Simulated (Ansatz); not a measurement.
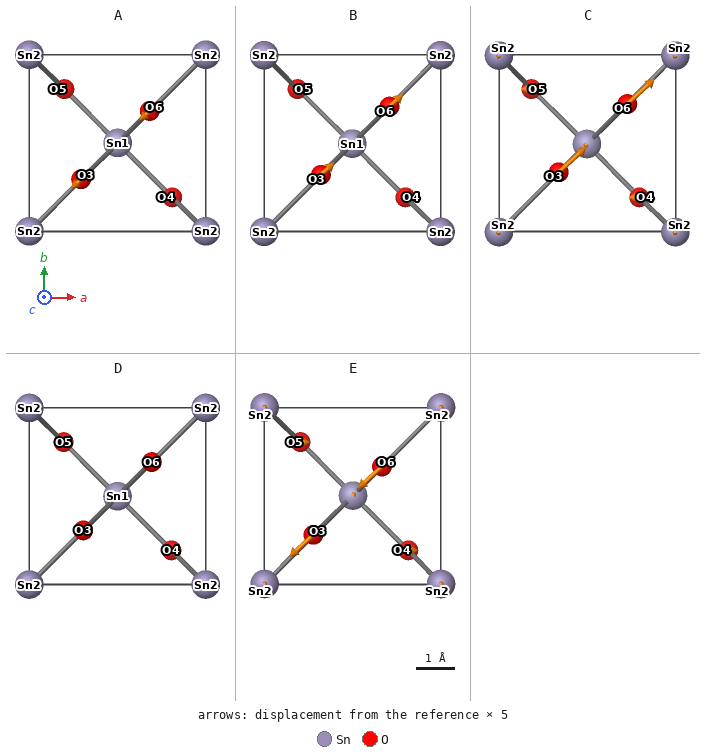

Energy scan for a crystal of SnO$_{2}$ (Pnnm), in which a normal mode at the zone centre (one arbitrary combination within a set of 2 degenerate modes) is frozen in with the cell fixed, the amplitude being the largest displacement of an atom. The picture is a ball-and-stick view of the cell of the calculation, repeated 1 × 1 × 2 with one cell outlined, seen along the c axis. Orange arrows: displacements from the reference.

These are results of DFT LDA, scalar-relativistic, plane waves, PAW (Ansatz 0.2.0), not measurements. Settings: plane-wave cutoff 420 eV; k-point mesh 6 × 6 × 8; occupations gaussian; smearing width 0.05 eV; no spin polarisation. Energies (free energies at the smearing named) are counted from the relaxed crystal.

Question: Order these geometries by energy, lowest first.

Answer: Lowest first: D (the amplitude 0.00 Å, 0 meV/cell), A (the amplitude 0.075 Å, 140 meV/cell), B (the amplitude −0.10 Å, 250 meV/cell), E (the amplitude 0.175 Å, 788 meV/cell), C (the amplitude −0.20 Å, 1044 meV/cell). Over the whole scan: the harmonic wavenumber of the mode is 597 cm⁻¹, a stable vibration. Of the computed points the lowest is at the amplitude 0.00 Å, 0 meV/cell. The well is symmetric. At the highest point the shortest interatomic distance is 1.83 Å, against 2.04 Å in the reference.
